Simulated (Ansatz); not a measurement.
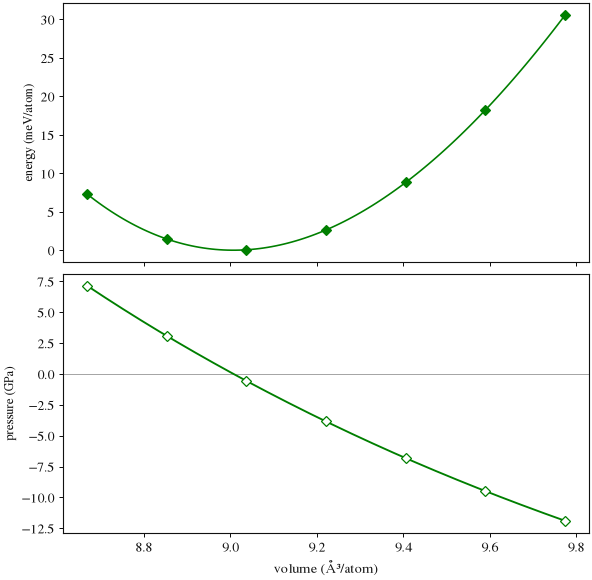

**Figure.** Energy and pressure against volume for MgO, space group Fm-3m (No. 225).

A third-order Birch–Murnaghan fit gives V0 = 9.01 Å³/atom, B0 = 172 GPa and B′ = 4.1. The energy is 7.33 meV/atom at volume 8.6681 Å³/atom and 30.57 meV/atom at 9.7747 Å³/atom; the lowest computed point is at volume 9.0370 Å³/atom (0.05 meV/atom), and no other minimum shows. The pressure falls from 7.16 GPa at volume 8.6681 Å³/atom to −11.90 GPa at 9.7747 Å³/atom, and changes sign near 9.01 Å³/atom.

Calculation (Ansatz 0.2.0): all-electron LAPW DFT, no spin polarisation; energies at scaled volumes of the given cell, shape and fractions fixed, counted from the fit's minimum, third-order Birch-Murnaghan fit. Level: LDA.

- k mesh: 11×11×11
- occupations: tetrahedron
- potentials: all electron LAPW, scalar relativistic
- program settings: basis error eV/atom 0.001

Cell as given: a = 2.966 Å, b = 2.966 Å, c = 2.966 Å, α = 60.00°, β = 60.00°, γ = 60.00°; 2 atoms.

Caveats: the program warns: tetrahedron derivatives may miss energy slope.
